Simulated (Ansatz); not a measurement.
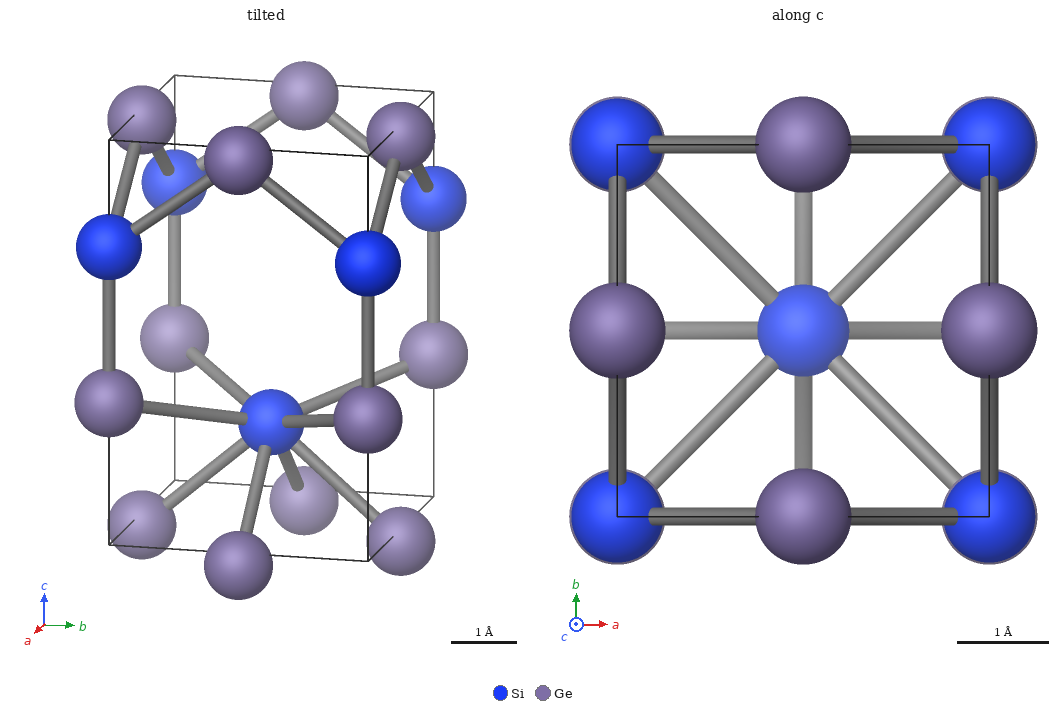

An orthographic ball-and-stick view of the structure, slightly off an axis and along the c axis. The edges of the conventional unit cell are marked. Cell: a = 4.11 Å, b = 4.11 Å, c = 6.44 Å, α = 90.00°, β = 90.00°, γ = 90.00°.

Starting structure: a structure type filled with these elements by a generator (whether the compound takes this form wasn't checked). Earlier steps of the study may have refined or changed the cell and positions. It was the input of a calculation with Ansatz.

Notes on the structure:

Answer. The material is Si₂Ge₃. Symmetry: P4mm (No. 99), primitive tetragonal lattice. There are 5 atoms in the cell: 2 Si, 3 Ge. Numbers of contacts at bonding distance: Si 5 to 8 (mean 6.5) and Ge 4 to 5 (mean 4.3).

The calculation used DFT PBE, scalar-relativistic, plane waves, PAW (Ansatz 0.2.0), with an energy cutoff of 420 eV, a 10×10×6 mesh of k-points, Gaussian smearing of 0.1 eV, no spin polarisation.

Is the electronic structure metallic or gapped?

Answer. A metal: bands cross the Fermi level.

Give the Bader charge of each element.

Answer. Si -0.05 e; Ge 0.00 to +0.10 e.

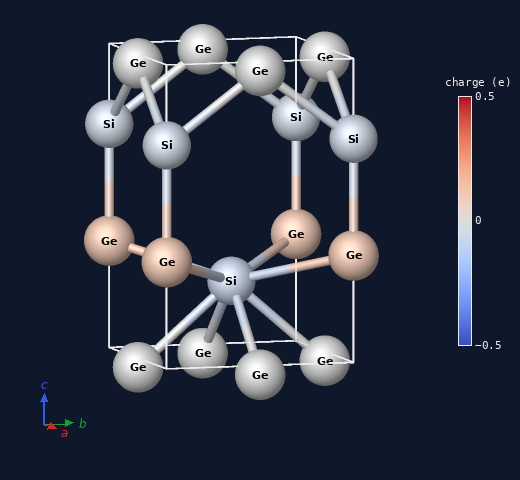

The atoms coloured by those charges. The run's cell of 5 atoms is drawn.

Is the structure in equilibrium?

Answer. Yes. All forces vanish to within 0.01 eV/Å. The pressure is 0.0 GPa, close to zero.
